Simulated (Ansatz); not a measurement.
Al (C2/c, No. 15): coordinates from a relaxation with DFT, PBEsol, plane waves (420 eV) with PAW, scalar-relativistic (Ansatz); the starting structure was generated, so it need not be a known form of this composition.

```
Al
1.0
     2.78331    0.00000    0.00000
     0.00000    8.71259    0.00000
    -0.02917    0.00000    2.85894
Al
4
Cartesian
  -0.0219 3.1771 2.1442
  1.3844 1.1792 0.7147
  1.3698 7.5334 2.1442
  -0.0073 5.5355 0.7147
```

What will a projected-potential map along [100] show? Computed as the sum of neutral-atom potentials (tabulated electron scattering factors, B = 0.8 Å²) projected along the beam and smoothed by 0.25 Å; brighter is more positive.

The columns repeat on a rectangular net of 2.86 × 4.36 Å (plane group p2mg). All columns are alike (Al). The shortest distance between visible columns is 2.46 Å in projection. Along the beam the structure repeats every 2.78 Å.

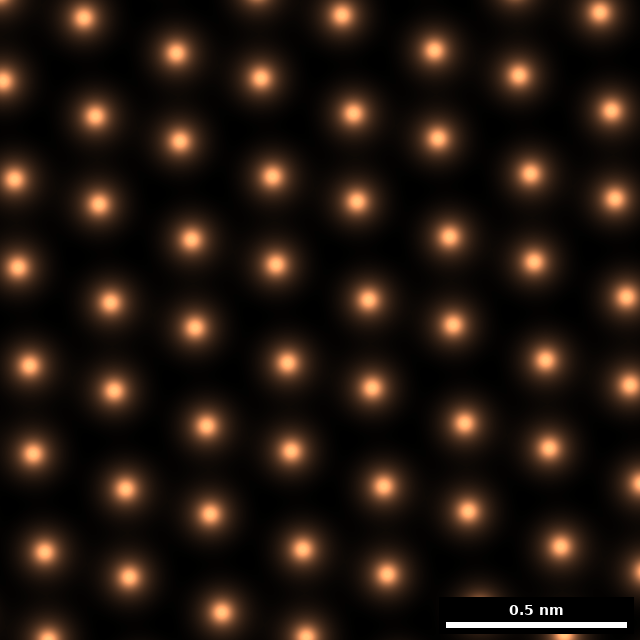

The simulated image.

What mean inner potential do neutral atoms give for this crystal?

About 16 V (the sum of the forward scattering factors over the cell volume; bonding usually lowers the true value).
